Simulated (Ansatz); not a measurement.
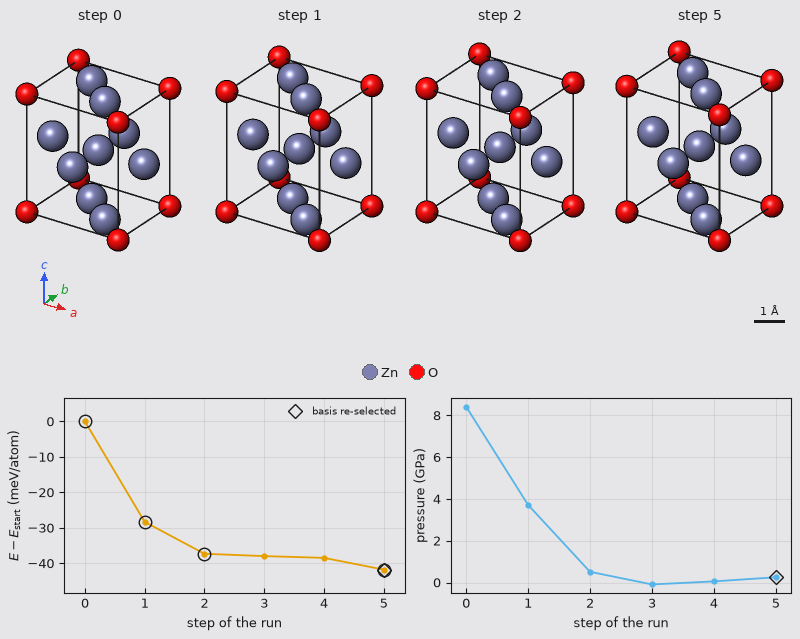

Frames of a relaxation of a crystal of Zn5O (a generated structure, set up in P6/mmm) (coarse preliminary run), marked on the history of the run. Style: ball-and-stick. Shown: the cell of the calculation, slightly off an axis.

Computed with DFT PBE, scalar-relativistic, plane waves, PAW in Ansatz 0.2.0. Set-up: plane-wave cutoff 420 eV; k-point mesh 6 × 6 × 4; occupations gaussian; smearing width 0.1 eV; collinear spin; cell and atoms relaxed; force threshold 0.04 eV/Å; at most 70 steps.

Q: What happens along the run?

A: Over 4 accepted moves (5 points after the start) the energy falls by 41.8 meV per atom. All forces vanish by symmetry, so only the cell relaxes. Pressure: 8.42 GPa at the start and 0.25 GPa at the end. The SCF was repeated once at an unchanged geometry on a basis and grid sized afresh for the cell, which shifted the energy by 3.3 meV per atom at most. The atoms keep their places relative to the cell (all moves are under 0.005 Å). The volume changes by +9.8 %, with a = b 4.922 → 4.994 Å (+1.5 %), c 4.136 → 4.411 Å (+6.7 %). The space group stays P6/mmm (No. 191). Cost: 74 s on 1 thread of Arm Neoverse V2, on a shared host, peak memory 0.43 GiB. From step 0 to 1: volume +5.1 %, energy −28.3 meV per atom. From step 1 to 2: volume +4.2 %, energy −9.0 meV per atom. From step 2 to 5: volume +0.3 %, energy −4.5 meV per atom.

```csv
step,"E − E(0), meV/atom","pressure, GPa","volume, Å³/atom",note
0,0.00,8.42,14.465,
1,-28.32,3.72,15.208,
2,-37.30,0.51,15.840,
3,-37.96,-0.09,15.956,
4,-38.45,0.05,15.880,
5,-41.77,0.25,15.880,"same geometry, new basis"
```

Limits of the set-up: the k-point mesh is coarse for a cell with partly filled bands.
